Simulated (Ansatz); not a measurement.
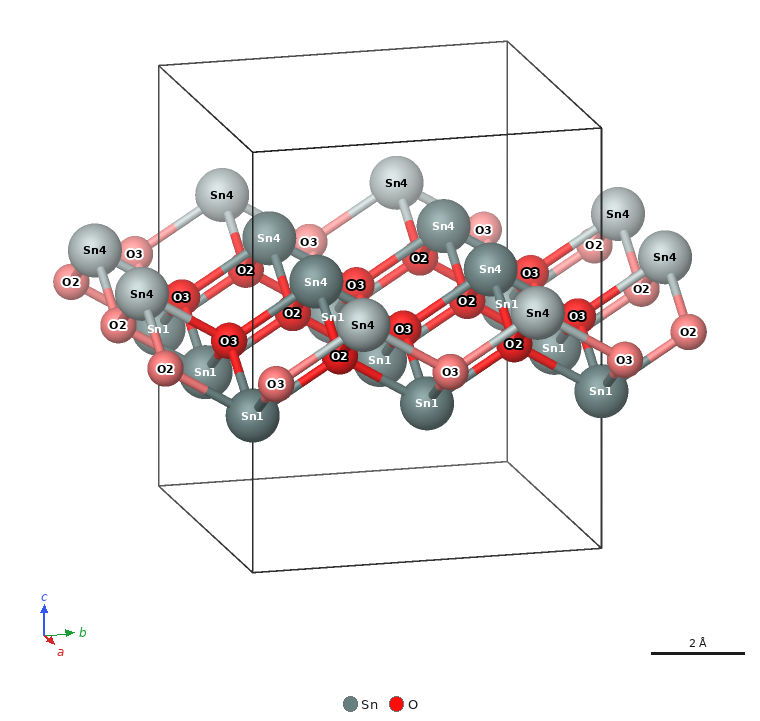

**Figure 1.** The structure as given in the input (ball-and-stick view of the 2 × 2 repeat of the cell, with the vacuum cut short, seen slightly off an axis; neighbours outside the cell are drawn fainter; atoms are numbered from 1 in the order of the input). An atom can appear more than once, as a periodic image. Near neighbours in the periodic cell (some may lie outside the picture): Sn has 4 O at 2.25 to 2.28 Å; O has 4 Sn at 2.25 to 2.28 Å.

## Run report: SnO, geometry relaxation (part 1 of 2)

- system: SnO (slab, 4 atoms in the cell)
- method: DFT PBE+D3(BJ), scalar-relativistic, plane waves, PAW, no spin polarisation (Ansatz 0.2.0)

The structure derives from an entry of the Crystallography Open Database. It belongs to a series of runs on one base structure; here: strain along y +0.020, atoms relaxed. Figures and captions count atoms from 1; the log counts them from 0 in places.

## The input
```yaml
crystal:
  lattice:
    - [3.8206509064, 5.4965e-06, 0.0]
    - [-5.2282e-06, 3.8970639245, 0.0]
    - [0.0, 0.0, 30.6344298628]
  atoms:
    - { symbol: Sn, position: [0.9998505514, 0.9998505514, 0.4614165619] }
    - { symbol: O, position: [0.9998515524, 0.4998510996, 0.5000006571] }
    - { symbol: O, position: [0.4998510996, 0.9998515524, 0.5000006571] }
    - { symbol: Sn, position: [0.4998494504, 0.4998494504, 0.5385847822] }
  periodic: [true, true, false]
basis:
  ecutwfc: 420
kpoints:
  mp_grid: { grid: [6, 6, 1] }
  band_path:
    path:
      - [0, 0, 0]
      - [0.5, 0, 0]
      - [0.5, 0.5, 0]
      - [0, 0.5, 0]
      - [0, 0, 0]
      - [0.5, 0.5, 0]
    npoints: 8
hamiltonian:
  xc: pbe
  dispersion: d3bj
scf:
  occupations: { method: gaussian, width: 0.02 }
output:
  forces: true
  stress: true
  eigenvalues: true
  write_density: true
  write_potential: true
  elf: true
  volumetric_format: npy
relax:
  adjacent_minimum: "off"
  f_tol: 0.01
  max_steps: 40
```

Run on 2 threads of AMD EPYC (Zen 5), 32 GiB of memory available, shared host.

Launched with:
```bash
ansatz run input.yaml --threads 2 --pin off --max-ram 5120MiB --backend cpu --events-out ev --progress --plain --runs-dir out
```

## Log
```
Warning: the atoms were moved onto the symmetric positions of the space group found under crystal.symmetry.tolerance 1.0e-5 (fractional; no operation is sought that the atoms, as they stand in a round, miss by more than twice it, and no atom is moved by as much as it), and the run uses the moved positions. Before a round's move an operation carried an atom to 1.32e-5 Å from where it should land, the largest such distance. Atom 3 (counting from 0) moved farthest, by 2.16e-5 Å; the longest move in fractions of the cell, of whichever atom, is 0.18 of the tolerance, in 1 round. To run the atoms as typed, lower crystal.symmetry.tolerance until the operations that they miss are no longer found, or set crystal.symmetry.detect: false (a key that needs symmetry detection or time reversal refuses this as the deck is read). The positions used, in the order of the run's atom list: position: [0.99985066345, 0.99985066345, 0.4614158898500001]; position: [0.99985066345, 0.49985066345, 0.5]; position: [0.49985066345, 0.99985066345, 0.5]; position: [0.49985066345, 0.49985066345, 0.53858411015]; The lattice was moved too: crystal.lattice misses the space group found at crystal.symmetry.tolerance 1.0e-5 in a digit that the deck types, which is why this is a warning: making the lattice exact moves one of its numbers by a whole unit of that number's last typed decimal, or more. The operation that it misses by the most changes a squared length by the fraction 1.94e-7. The run uses the lattice that is a stretch of the typed one, with no rotation, onto the one that keeps every operation to a double's rounding (on a very oblique basis the stretch itself rounds by more); the deck's lattice vector that moved farthest moved by 1.89e-7 Å. To run the lattice as typed, set crystal.symmetry.tolerance under 1.94e-7, the least fraction by which an operation that the lattice misses changes a squared length (the same key also sets how far an atom may lie from its image, so lowering it can lose operations that the atoms keep only within it), or set crystal.symmetry.detect: false, as for the atoms. crystal.lattice made exact, in Å and degrees: [[3.820650906400262, 5.311093137273668e-6, 0.0], [-5.417314999979487e-6, 3.8970639244997414, 0.0], [0.0, 0.0, 30.6344298628]]. Pasted over the deck's crystal.lattice, beside positions in fractional coordinates, it runs the same cell (given as lengths and angles, that cell in the form's own orientation, a rigid turn of the misfit's size from the one run here, for which a checkpoint.post_process_only pass over this run's state can be refused: where this run relaxes nothing, give such a pass this deck's own crystal.lattice, as typed; behind a relaxation, as crystal.lattice, the state's own cell, identity.cell in its checkpoint.json), and a matrix so pasted ends this notice, except on a very skew basis of the lattice, where the rounding of the pasted numbers themselves can read as a misfit: the cell is then moved again, and that move is told again. The lattice as run is in this notice's lattice.as_run_ang field (Run.prep()["deck_notices"] in Python, the deck_notice line of an events file, deck_notices of ansatz run --dry-run=json, or deck_notices in record.json in the deck's checkpoint.write directory).
Warning: output.stress: scf.convergence.dr2_threshold = 1e-7 eV (the SCF's general default) is looser than the 4e-10 eV advised for a printed stress (1e-10 eV for each atom of the cell: 4). What an SCF threshold leaves in a stress goes as its square root, and in the free energy as the threshold itself, and one threshold admits the most on a small cell: of the crystals measured, under no hybrid functional and no lock of the moments, on runs that ended without the residual-converged pass, on stresses that held no estimate of that error, the worst erred by over 100 MPa in a component at 1e-7 eV an atom and by under 5 at 1e-10. Every solve of this run answers to scf.convergence.dr2_threshold, and the tensor of one is reported: a single SCF on the reported geometry and on this run's grids (its basis.xc_grid and basis.ecutrho_ratio typed), with scf.convergence.dr2_threshold at 4e-10 eV or tighter, prints it and tightens no other solve. Else set scf.convergence.dr2_threshold to 4e-10 eV or tighter. The threshold is an SCF's pass mark: one that does not reach it within its budget of iterations ends unconverged, or closes short of it on a stop that the run arms, and scf.convergence.dr2_threshold's page says what that costs each kind of run
Engine: ansatz 0.2.0, x86_64-unknown-linux-gnu
Pseudopotentials: kind: paw
Pseudopotential: Sn, paw, valence charge 14, recommended cutoff 420 eV (normal), Sn.paw.azcp
Pseudopotential: O, paw, valence charge 6, recommended cutoff 420 eV (normal), O.paw.azcp
Functional definition: PBE
  parameter kappa = 0.804
  parameter beta = 0.06672455060314922
  exchange = pbe_x(kappa = kappa, mu = beta*pi^2/3)
  correlation = pbe_c(beta = beta)
Crystal: 4 atoms, lattice volume = 456.126 Å³
Basis set: ecut = 420 eV, 8967 PW (Γ), exchange–correlation on 54×54×432 points (8 copies of the dense FFT grid, shifted against one another)
Bands: 24, of which v1, the nominal top of the filled ones, is band 20 counted from 1 (19 counted from 0)
Symmetry: 8 space group operations
Space group: Pmmn (ITA 59), of the structure as read, at distance tolerance 7.7e-5 Å
k-points: 16 of 36
Non-local potential: Sn, projectors of the file, l = 0: 2, l = 1: 2, l = 2: 2, l = 3: 2
Non-local potential: O, projectors of the file, l = 0: 2, l = 1: 2, l = 2: 1
PAW form: soft (Blöchl's): semilocal exchange-correlation on the pseudo side does not see the compensation charge
PAW one-centre angular grid: Sn, 590 points (default); XC on 64 Gauss nodes
PAW one-centre angular grid: O, 110 points (default); XC on 64 Gauss nodes
Initial density: superposition of atomic densities (neutral atoms: chi_scale 0, normalization atom), corrected by the library's trained network
Initial wavefunctions: pseudopotential atomic-orbital guess
Functional: x = pbe(κ = 0.804, μ = 0.2195149727645171), c = pbe(β = 0.06672455060314922)
SCF iter   1: F=—  HF=-13183.805832 eV  |F-HF|=—  |Δ(HF+E_count)|=         —  Δρ=1.91e-3  dr2=4.26e-2  ethr=1.77e-3  ⟨swp⟩=10.1  Hψ=2213  notcnv=0
preconditioner: auto → Resta (q_TF=auto, 1.819 Å⁻¹)  ε∞=1.4  [insulator: Δε(μ)=3.012 eV  Ē_g=17.388 eV  σ=0.020 eV  W_gap=1.00  n_scr=48 (ndim 8)  ℏωp=11.0 eV  f_vac=0.789  D(μ)=0.00/eV (n_scr^D=0)  ε∞_Penn≈1.4  vacuum switching on, ρ_ref=2.2e-2 e/Å³]
SCF iter   2: F=—  HF=-13183.803571 eV  |F-HF|=—  |Δ(HF+E_count)|=   2.26e-3  Δρ=2.49e-3  dr2=3.18e-2  ethr=1.07e-4  ⟨swp⟩=4.5  Hψ=1129  notcnv=0
SCF iter   3: F=—  HF=-13183.797480 eV  |F-HF|=—  |Δ(HF+E_count)|=   6.09e-3  Δρ=3.21e-4  dr2=8.98e-4  ethr=7.95e-5  ⟨swp⟩=3.1  Hψ=595  notcnv=0
SCF iter   4: F=—  HF=-13183.799392 eV  |F-HF|=—  |Δ(HF+E_count)|=   1.91e-3  Δρ=1.68e-4  dr2=1.73e-4  ethr=2.25e-6  ⟨swp⟩=4.0  Hψ=937  notcnv=0
SCF iter   5: F=—  HF=-13183.799636 eV  |F-HF|=—  |Δ(HF+E_count)|=   2.44e-4  Δρ=4.07e-5  dr2=8.51e-6  ethr=4.32e-7  ⟨swp⟩=3.8  Hψ=986  notcnv=0
iter 6 did not close the SCF: its close was put off until two iterations running show no level that it waits for move by more than its bar (scf_convergence_deferred on its scf_iter line)
SCF iter   6: F=-13183.799656 eV  HF=-13183.799656 eV  |F-HF|=3.16e-7  |Δ(HF+E_count)|=   2.00e-5  Δρ=1.33e-5  dr2=1.07e-6  ethr=6.25e-9  ⟨swp⟩=24.1  Hψ=4625  notcnv=0
iter 7 did not close the SCF: its close was put off until two iterations running show no level that it waits for move by more than its bar (scf_convergence_deferred on its scf_iter line)
SCF iter   7: F=-13183.799657 eV  HF=-13183.799657 eV  |F-HF|=1.44e-7  |Δ(HF+E_count)|=   8.96e-7  Δρ=1.98e-6  dr2=2.25e-8  ethr=2.69e-9  ⟨swp⟩=13.9  Hψ=3789  notcnv=0
iter 8 did not close the SCF: its close was put off until two iterations running show no level that it waits for move by more than its bar (scf_convergence_deferred on its scf_iter line)
SCF iter   8: F=-13183.799657 eV  HF=-13183.799657 eV  |F-HF|=5.95e-10  |Δ(HF+E_count)|=   1.57e-7  Δρ=1.86e-7  dr2=1.32e-10  ethr=5.64e-11  ⟨swp⟩=10.2  Hψ=2933  notcnv=0
iter 9 did not close the SCF: its close was put off until two iterations running show no level that it waits for move by more than its bar (scf_convergence_deferred on its scf_iter line)
SCF iter   9: F=-13183.799657 eV  HF=-13183.799657 eV  |F-HF|=8.00e-11  |Δ(HF+E_count)|=  5.24e-10  Δρ=8.23e-8  dr2=2.72e-11  ethr=1.00e-12  ⟨swp⟩=7.0  Hψ=2313  notcnv=0
SCF iter  10: F=-13183.799657 eV  HF=-13183.799657 eV  |F-HF|=3.27e-11  |Δ(HF+E_count)|=  2.00e-11  Δρ=1.82e-8  dr2=1.12e-12  ethr=1.00e-12  ⟨swp⟩=6.9  Hψ=2035  notcnv=0
SCF 1 converged in 10 iterations: F = -13183.799657 eV  dr2 = 1.12e-12
  greatest PAW one-centre occupation: 0.993 electrons in one spin orbital (limit 2), on the Sn atom at site 3 (counted from 0), in its partial waves of l = 2
relax step   1: F+E_penalty+E_count = -13183.79965716 eV  Δ(F+E_penalty+E_count) = +0.000e0 eV  max|allowed force component| = 2.063e-1 eV/Å  Δτ_max = 0.0000 Å  (10 SCF iters, dr2 threshold 2.50e-6 eV, accepted)
Initial density: handed on by an earlier stage of this run
Initial wavefunctions: those handed on with the density
iter 1 solved again at ethr=1.49e-5 eV; its pass at ethr=3.10e-3 eV (dr2=5.95e-3 eV) is discarded
SCF iter   1: F=—  HF=-13183.804512 eV  |F-HF|=—  |Δ(HF+E_count)|=         —  Δρ=9.24e-4  dr2=6.05e-3  ethr=1.49e-5  ⟨swp⟩=3.1  Hψ=1507  notcnv=0
preconditioner: auto → Resta (q_TF=auto, 1.819 Å⁻¹)  ε∞=1.4  [insulator: Δε(μ)=2.982 eV  Ē_g=17.570 eV  σ=0.020 eV  W_gap=1.00  n_scr=48 (ndim 8)  ℏωp=11.0 eV  f_vac=0.787  D(μ)=0.00/eV (n_scr^D=0)  ε∞_Penn≈1.4  vacuum switching on, ρ_ref=2.2e-2 e/Å³]
SCF iter   2: F=—  HF=-13183.802711 eV  |F-HF|=—  |Δ(HF+E_count)|=   1.80e-3  Δρ=6.54e-4  dr2=1.34e-3  ethr=1.49e-5  ⟨swp⟩=4.3  Hψ=896  notcnv=0
SCF iter   3: F=—  HF=-13183.802575 eV  |F-HF|=—  |Δ(HF+E_count)|=   1.36e-4  Δρ=3.91e-4  dr2=7.96e-4  ethr=3.36e-6  ⟨swp⟩=3.4  Hψ=788  notcnv=0
SCF iter   4: F=—  HF=-13183.802422 eV  |F-HF|=—  |Δ(HF+E_count)|=   1.53e-4  Δρ=1.07e-4  dr2=3.24e-5  ethr=1.99e-6  ⟨swp⟩=2.6  Hψ=564  notcnv=0
SCF iter   5: F=-13183.802425 eV  HF=-13183.802424 eV  |F-HF|=4.49e-7  |Δ(HF+E_count)|=   1.96e-6  Δρ=2.48e-5  dr2=1.46e-6  ethr=6.65e-9  ⟨swp⟩=17.3  Hψ=4863  notcnv=0
SCF 2 converged in 5 iterations: F = -13183.802425 eV  dr2 = 1.46e-6
relax step   2: F+E_penalty+E_count = -13183.80242458 eV  Δ(F+E_penalty+E_count) = -2.767e-3 eV  max|allowed force component| = 1.901e-1 eV/Å  Δτ_max = 0.0233 Å  (5 SCF iters, dr2 threshold 2.66e-6 eV, accepted)
SCF iter   1: F=—  HF=-13183.804687 eV  |F-HF|=—  |Δ(HF+E_count)|=         —  Δρ=3.08e-4  dr2=7.69e-4  ethr=1.82e-5  ⟨swp⟩=3.9  Hψ=970  notcnv=0
preconditioner: auto → Resta (q_TF=auto, 1.819 Å⁻¹)  ε∞=1.4  [insulator: Δε(μ)=2.991 eV  Ē_g=17.539 eV  σ=0.020 eV  W_gap=1.00  n_scr=48 (ndim 8)  ℏωp=11.0 eV  f_vac=0.786  D(μ)=0.00/eV (n_scr^D=0)  ε∞_Penn≈1.4  vacuum switching on, ρ_ref=2.2e-2 e/Å³]
SCF iter   2: F=—  HF=-13183.804460 eV  |F-HF|=—  |Δ(HF+E_count)|=   2.27e-4  Δρ=2.48e-4  dr2=1.84e-4  ethr=1.92e-6  ⟨swp⟩=3.1  Hψ=934  notcnv=0
SCF iter   3: F=—  HF=-13183.804445 eV  |F-HF|=—  |Δ(HF+E_count)|=   1.48e-5  Δρ=1.44e-4  dr2=1.15e-4  ethr=4.59e-7  ⟨swp⟩=3.5  Hψ=825  notcnv=0
SCF iter   4: F=—  HF=-13183.804422 eV  |F-HF|=—  |Δ(HF+E_count)|=   2.32e-5  Δρ=4.03e-5  dr2=4.44e-6  ethr=2.88e-7  ⟨swp⟩=2.3  Hψ=519  notcnv=0
SCF iter   5: F=-13183.804422 eV  HF=-13183.804422 eV  |F-HF|=3.04e-8  |Δ(HF+E_count)|=   3.94e-7  Δρ=8.65e-6  dr2=1.93e-7  ethr=5.65e-9  ⟨swp⟩=19.4  Hψ=4420  notcnv=0
SCF 3 converged in 5 iterations: F = -13183.804422 eV  dr2 = 1.93e-7
relax step   3: F+E_penalty+E_count = -13183.80442240 eV  Δ(F+E_penalty+E_count) = -1.998e-3 eV  max|allowed force component| = 3.812e-2 eV/Å  Δτ_max = 0.0095 Å  (5 SCF iters, dr2 threshold 2.26e-6 eV, accepted)
SCF iter   1: F=—  HF=-13183.804818 eV  |F-HF|=—  |Δ(HF+E_count)|=         —  Δρ=2.24e-4  dr2=2.86e-4  ethr=8.40e-6  ⟨swp⟩=2.1  Hψ=863  notcnv=0
preconditioner: auto → Resta (q_TF=auto, 1.819 Å⁻¹)  ε∞=1.4  [insulator: Δε(μ)=2.995 eV  Ē_g=17.533 eV  σ=0.020 eV  W_gap=1.00  n_scr=48 (ndim 8)  ℏωp=11.0 eV  f_vac=0.786  D(μ)=0.00/eV (n_scr^D=0)  ε∞_Penn≈1.4  vacuum switching on, ρ_ref=2.2e-2 e/Å³]
SCF iter   2: F=—  HF=-13183.804698 eV  |F-HF|=—  |Δ(HF+E_count)|=   1.20e-4  Δρ=9.25e-5  dr2=3.63e-5  ethr=7.15e-7  ⟨swp⟩=2.7  Hψ=704  notcnv=0
SCF iter   3: F=—  HF=-13183.804678 eV  |F-HF|=—  |Δ(HF+E_count)|=   1.95e-5  Δρ=4.33e-5  dr2=8.99e-6  ethr=9.08e-8  ⟨swp⟩=2.9  Hψ=607  notcnv=0
SCF iter   4: F=—  HF=-13183.804677 eV  |F-HF|=—  |Δ(HF+E_count)|=   1.39e-6  Δρ=1.93e-5  dr2=1.28e-6  ethr=2.25e-8  ⟨swp⟩=2.9  Hψ=612  notcnv=0
SCF iter   5: F=-13183.804677 eV  HF=-13183.804677 eV  |F-HF|=2.71e-8  |Δ(HF+E_count)|=   1.15e-8  Δρ=4.87e-6  dr2=9.70e-8  ethr=2.50e-10  ⟨swp⟩=14.4  Hψ=4103  notcnv=0
SCF 4 converged in 5 iterations: F = -13183.804677 eV  dr2 = 9.70e-8
relax step   4: F+E_penalty+E_count = -13183.80467688 eV  Δ(F+E_penalty+E_count) = -2.545e-4 eV  max|allowed force component| = 1.671e-3 eV/Å  Δτ_max = 0.0062 Å  (5 SCF iters, accepted)
```

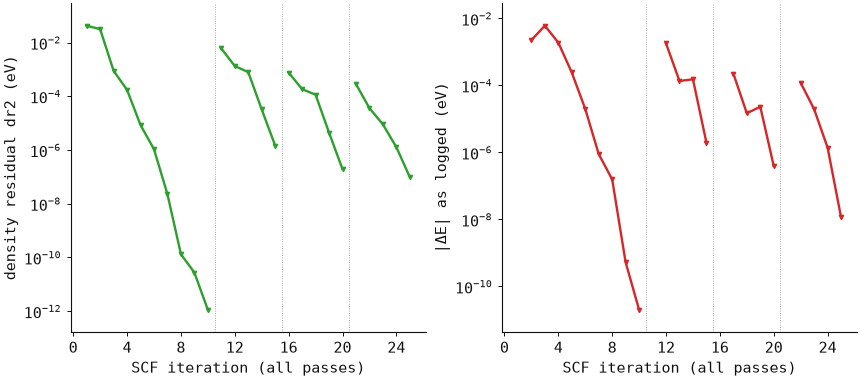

**Figure 2.** Convergence of the self-consistent field: density residual dr2 and size of the energy change against the SCF iteration. The dotted lines part the SCF passes of the relaxation: geometry steps, rejected trials and re-solves on a re-selected basis. The passes take 10, 5, 5 and 5 iterations.
